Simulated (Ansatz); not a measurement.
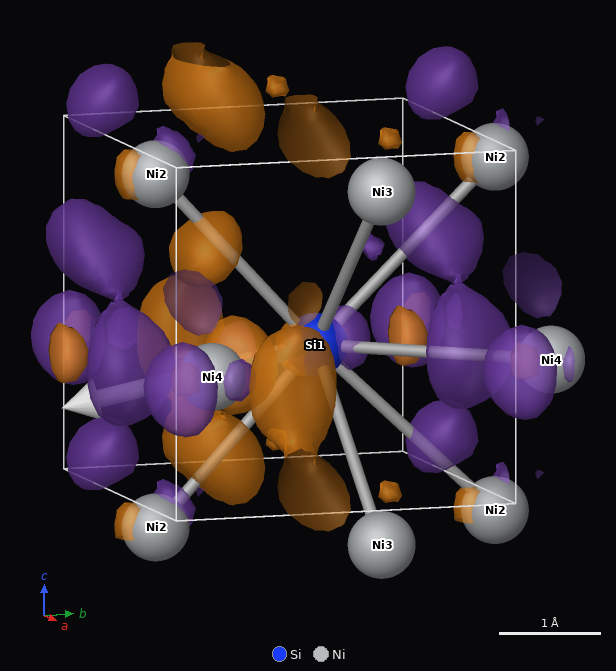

The picture shows: SiNi$_{3}$. Si1 was moved by 0.10 Å roughly along [0 −1 0] in the axes of the cell drawn (arrow, not to scale). Change of the density less the rigid motion of the neutral atom's own density: orange surfaces at +0.006 and purple ones at −0.006 e/Å³, in the cell of the calculation (origin moved) seen slightly off an axis.

Space group Pm-3m; the calculation finds a residual pressure of about −14 GPa at this fixed cell; spin-polarised. So large a residual pressure suggests that the database cell is idealised or belongs to other conditions.

These are results of DFT PBEsol, scalar-relativistic, plane waves, PAW (Ansatz 0.2.0), not measurements.

In a PAW calculation such maps are meaningful between the atoms, not at the nuclei.

Input

```
crystal:
  lattice:
    - [3.542, 0.0, 0.0]
    - [0.0, 3.542, 0.0]
    - [0.0, 0.0, 3.542]
  atoms:
    - { symbol: Si, position: [-0.0058753794, -0.0268412936, -0.0064889645] }
    - { symbol: Ni, position: [0.0, 0.5, 0.5] }
    - { symbol: Ni, position: [0.5, 0.0, 0.5] }
    - { symbol: Ni, position: [0.5, 0.5, 0.0] }
magnetization:
  spin_polarized: true
basis:
  ecutwfc: 500
  fft_grid_basis: typed
kpoints:
  mp_grid: { grid: [10, 10, 10] }
hamiltonian:
  xc: pbesol
  pseudopotentials: { kind: paw }
scf:
  occupations: { method: gaussian, width: 0.05 }
output:
  forces: true
  stress: true
  eigenvalues: true
  bader: true
  write_density: true
  volumetric_format: npy
  populations: true
```

Launched as:

```sh
ansatz run input.yaml --threads 2 --pin off --max-ram 4096MiB --backend cpu --events-out ev --progress --plain --runs-dir out
```

The picture shows the cell of the calculation (origin moved) (a = 3.54 Å, b = 3.54 Å, c = 3.54 Å, α = 90.00°, β = 90.00°, γ = 90.00°).

### How do the electrons respond beyond following the atom?

About 0.05 e is rearranged in the cell. Outside the cores the largest gain lies at the edge of the masked core of Ni, and the largest loss lies there too, on other sides.

### How much does the computed force on the atom change?

The force on it changes by 0.40 eV/Å along the move, against it: a stiffness of about 4 eV/Å² for this sublattice shift.
